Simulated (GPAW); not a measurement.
The cell of ZnSe (F-43m, No. 216). Source of the atomic positions: an entry of the Crystallography Open Database, as set up for an electronic-structure calculation.

```
CELL_PARAMETERS angstrom
5.66760 0.00000 0.00000
0.00000 5.66760 0.00000
0.00000 0.00000 5.66760
ATOMIC_POSITIONS crystal
Se 0.25000 0.25000 0.25000
Zn 0.00000 0.00000 0.00000
Se 0.25000 0.75000 0.75000
Zn 0.00000 0.50000 0.50000
Se 0.75000 0.25000 0.75000
Zn 0.50000 0.00000 0.50000
Se 0.75000 0.75000 0.25000
Zn 0.50000 0.50000 0.00000
```

At each point the valence sum V of a Zn2+ ion is computed from the anions within 5 Å (s = exp((R0 − d)/b), R0 fitted to published crystal structures with b = 0.37 Å; R0: Zn2+–Se 2.221 Å). The other Zn2+ ions are ignored. This is an empirical screen for pathways, not an energy calculation.

**Along which directions could Zn2+ move by this screen (counting the regions that come within 0.6 Å of a Zn site)?**

From a mismatch of about 0.40 v.u. the regions form a three-dimensional network. These are grid estimates, good to about 0.1 v.u.

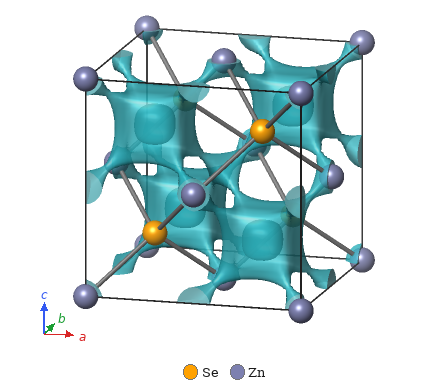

Bond-valence mismatch map for Zn2+ in ZnSe in space group F-43m: the teal surface encloses the points where |V − 2| < 0.5 v.u. (1×1×1 cells, view slightly off an axis). Pale faces close the region where the drawn box cuts it. At this level they form a three-dimensional network.

**What is the valence sum at the Zn sites themselves?**

2.14 v.u., against the formal 2.
